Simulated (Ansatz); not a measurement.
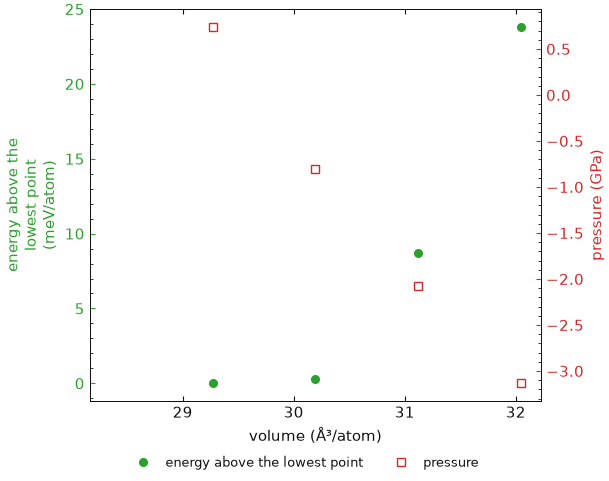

The picture above shows the energy above the lowest point and pressure against volume for HgSe, space group F-43m (No. 216) (one of a set of cubic test structures, which need not be the stable phase).

How it was computed, with Ansatz 0.2.0 development build: equation of state of a cubic crystal from periodic Kohn-Sham density functional theory without spin, third-order Birch-Murnaghan fit to the free energies; pressure corrected for the finite basis. Level: HSE06, no spin-orbit coupling.

- structure type: zinc blende
- atoms in cell: 2
- space group number: 216
- lattice centring: face-centred primitive
- k mesh: 4×4×4
- occupation method: Fermi–Dirac
- occupation width: 0.1 eV
- wave cutoff: 690 eV
- datasets: hand-made PAW
- density tolerance: 0 eV
- bands: 22
- density cutoff ratio: 4
- search for lower states: default
- exchange singularity: regularized

The point at volume 28.35 Å³/atom is left out of the plot. What does the calculation give there?

```csv
volume (Å³/atom),energy above the lowest point (meV/atom),pressure (GPa)
28.35,9.4,2.575
```

Limits of the calculation: coarse k-mesh, values are not converged in k.
